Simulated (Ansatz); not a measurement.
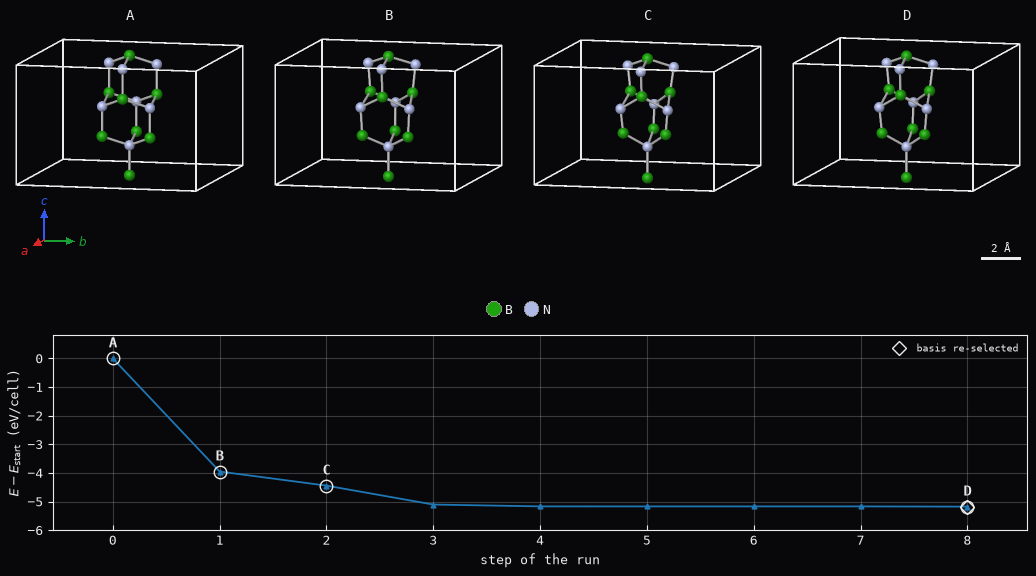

Frames of a relaxation of a wire of composition BN, marked on the history of the run. A ball-and-stick model of the cell of the calculation, with the vacuum cut short, seen slightly off an axis.

Case: wire along [1 1 1], 14 atoms a period.

All numbers below come from DFT PBE, scalar-relativistic, plane waves, PAW (Ansatz 0.2.0). Set-up: plane-wave cutoff 420 eV; k-point mesh 1 × 1 × 6; occupations gaussian; smearing width 0.05 eV; collinear spin; cell relaxed at fixed a, b, alpha, beta, gamma; force threshold 0.02 eV/Å; at most 45 steps.

### Describe the path.

The largest moves relative to the centre of the atoms, 0.26 Å, are those of B atoms. By element the largest moves are B 0.26 Å, N 0.10 Å. Along the periodic axis the drawn cell goes c 6.278 → 6.364 Å (+1.4 %). Near-neighbour distances that change, for instance: B–B 2.563 → 2.162 Å, B–B 2.563 → 2.252 Å, B–N 1.570 → 1.369 Å, B–N 1.570 → 1.514 Å. Among the angles between lasting bonds that change: B–N–B 109.5° → 87.5°, N–B–N 109.5° → 126.4°, B–N–B 109.5° → 97.1°. The energy falls by 5.175 eV per cell of the calculation in 7 accepted moves (8 points after the start). The largest force component goes from 4.6 to 0.0022 eV/Å. At 1 point the geometry stayed and the basis and grid were re-selected for the new cell (energy shift of 7.4 meV per cell of the calculation at most each time). The program noted that the starting moments weren't kept. The run may lie on a higher electronic state than the lowest, so the end point isn't shown to be the ground-state structure. Cost: 2.9 min on 4 threads of Intel(R) Xeon(R) 6975P-C (Granite Rapids), with other jobs on the host, peak memory 1.6 GiB. From step 0 to 1: B atoms move most (0.20 Å), energy −3.950 eV per cell of the calculation. From step 1 to 2: B atoms move most (0.17 Å), energy −0.493 eV per cell of the calculation. From step 2 to 8: B atoms move most (0.04 Å), energy −0.733 eV per cell of the calculation.
